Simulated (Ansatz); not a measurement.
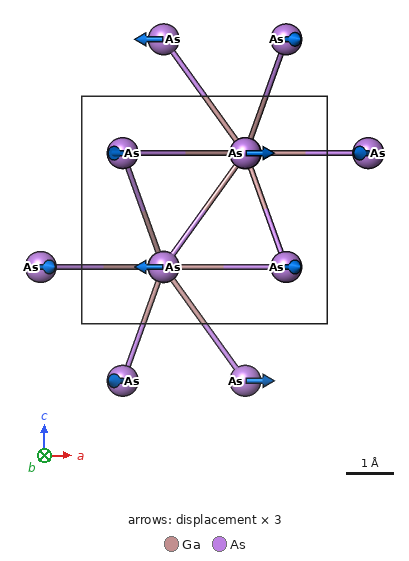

A relaxation of crystalline GaAs₃ (built on the Ni3Sn (D0_19)_194 type). The starting structure is drawn; blue arrows show the displacements (the part carried along by the change of the cell is left out), magnified 3 times.

A ball-and-stick model of the cell of the calculation, seen along the b axis.

Case: Ni3Sn (D0_19) type (P6_3/mmc, No. 194).

Theory: DFT PBE, scalar-relativistic, plane waves, PAW (Ansatz 0.2.0).

The input:
```yaml
crystal:
  lattice:
    - [6.1569869315, 0.0, 0.0]
    - [-3.0784934657, 5.3321070934, 0.0]
    - [0.0, 0.0, 4.9419319883]
  atoms:
    - { symbol: Ga, position: [0.3333333333, 0.6666666667, 0.25] }
    - { symbol: Ga, position: [0.6666666667, 0.3333333333, 0.75] }
    - { symbol: As, position: [0.833, 0.666, 0.25] }
    - { symbol: As, position: [0.167, 0.833, 0.75] }
    - { symbol: As, position: [0.334, 0.167, 0.25] }
    - { symbol: As, position: [0.167, 0.334, 0.75] }
    - { symbol: As, position: [0.833, 0.167, 0.25] }
    - { symbol: As, position: [0.666, 0.833, 0.75] }
basis:
  ecutwfc: 420
kpoints:
  mp_grid: { grid: [6, 6, 8] }
hamiltonian:
  xc: pbe
scf:
  occupations: { method: gaussian, width: 0.1 }
output:
  forces: true
  stress: true
  eigenvalues: true
relax:
  adjacent_minimum: "off"
  f_tol: 0.01
  max_steps: 80
  cell: { stress_tol: 0.05 }
```

Launched with:
```bash
ansatz run input.yaml --threads 1 --pin off --max-ram 2560MiB --backend cpu --events-out ev --progress --plain --runs-dir out
```

What did the optimiser do to the structure, and how much energy did it gain?

After 10 accepted moves (12 points after the start) the energy has fallen by 0.327 eV per cell of the calculation. Largest force component: 0.12 eV/Å at the start, 0.0038 eV/Å at the end. The pressure goes from −3.06 to −0.02 GPa. The line search rejected the trial step at point 6 of the run. The SCF was repeated once at an unchanged geometry on a basis and grid sized afresh for the cell, which shifted the energy by 0.7 meV per cell of the calculation at most. The largest moves relative to the cell, 0.22 Å, are those of As3, As4, As5, As6, As7 and As8. As8 goes along [2 1 0]. Ga stays in place. The drawn cell changes as follows: a = b 6.157 → 6.137 Å (−0.3 %), c 4.942 → 5.091 Å (+3.0 %); the volume changes by +2.3 %. Among the contacts that change: As3–As5 3.085 → 2.694 Å, As3–As5 (another image) 3.072 → 3.442 Å, Ga1–As4 3.042 → 3.230 Å. The space group stays P6_3/mmc (No. 194).
